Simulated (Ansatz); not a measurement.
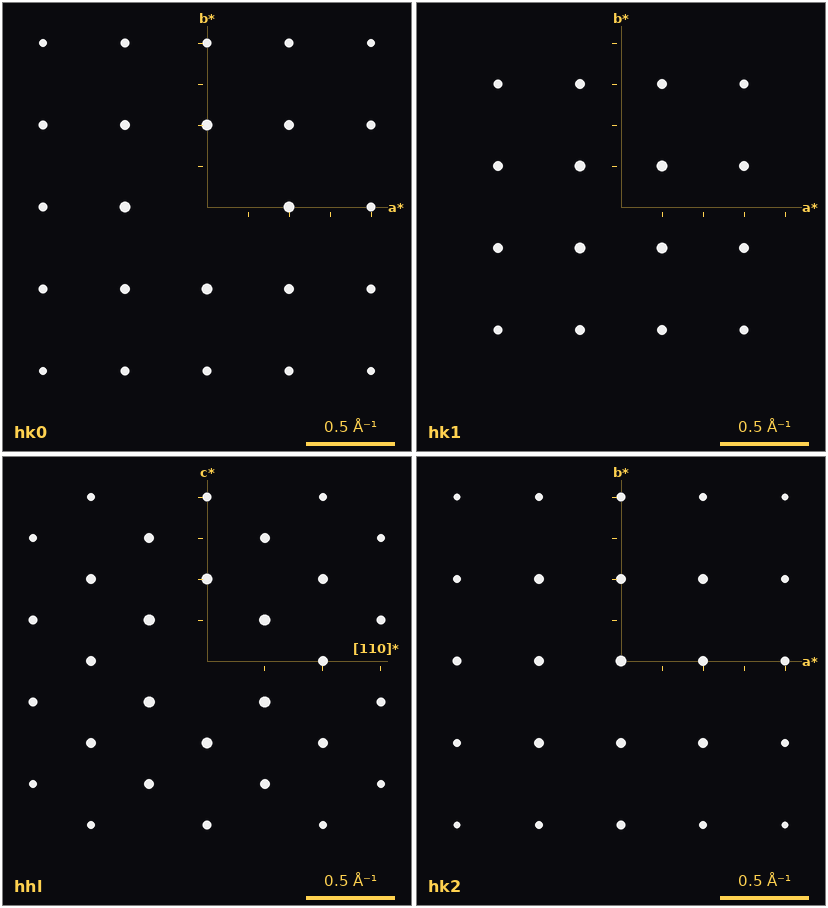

Four undistorted layers of reciprocal space, calculated for a single crystal (X-rays, kinematic |F|², B = 0.5 Å²). Tick marks count the reciprocal lattice steps of the conventional cell along each axis.

Read the reciprocal cell and give the direct cell.

a* = 0.235, b* = 0.235, c* = 0.235 Å⁻¹; the cell is cubic with a = 4.26 Å.

Which reflection conditions do the layers show?

Reflections are present only under these conditions. hkl: h + k = 2n, h + l = 2n; hk0: h = 2n, k = 2n; hhl: h + l = 2n; h00: h = 2n. The lattice is face-centred (F).

Which space groups fit?

The intensities have Laue symmetry m-3m (the hk0 layer shows 4mm, hk1 shows 4mm). With these conditions the candidates are F432 (No. 209), F-43m (No. 216), Fm-3m (No. 225). Diffraction geometry alone does not choose among them; the structure has Fm-3m. The compound is As. Structure: the end point of a relaxation with DFT, PBE, plane waves (420 eV) with PAW, scalar-relativistic in Ansatz; the starting structure was generated, so it need not be a known form of this composition.
